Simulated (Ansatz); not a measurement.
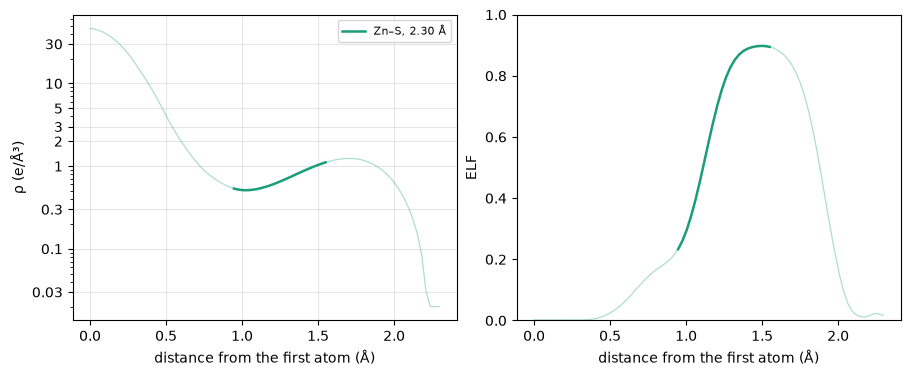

The picture shows: ZnS. Valence pseudo-density and ELF along straight lines between neighbouring atoms. Thin, pale parts lie inside the atomic spheres.

Space group I-4m2; changed on purpose from its base cell (strain -0.015 along x and y, -0.030 along z, atoms carried along); computed pressure about 4 GPa in this cell.

Theory: Ansatz, DFT r2SCAN, scalar-relativistic, plane waves, PAW.

In a PAW calculation such maps are meaningful between the atoms, not at the nuclei.

```yaml
crystal:
  lattice:
    - [2.66408, -2.66408, 0.00000]
    - [2.66408, 2.66408, 0.00000]
    - [0.00000, 0.00000, 5.24702]
  atoms:
    - { symbol: Zn, position: [0.00000, 0.00000, 0.00000] }
    - { symbol: Zn, position: [0.50000, 0.50000, 0.50000] }
    - { symbol: S, position: [0.50000, 0.00000, 0.25000] }
    - { symbol: S, position: [0.00000, 0.50000, 0.75000] }
```

**What can be read from the curves?**

Zn–S (2.30 Å): ρ at the midpoint is about 0.56 e/Å³; the ELF peaks at about 0.90 in the valence shell of S, 0.8 Å from its nucleus, and is about 0.60 at the midpoint.
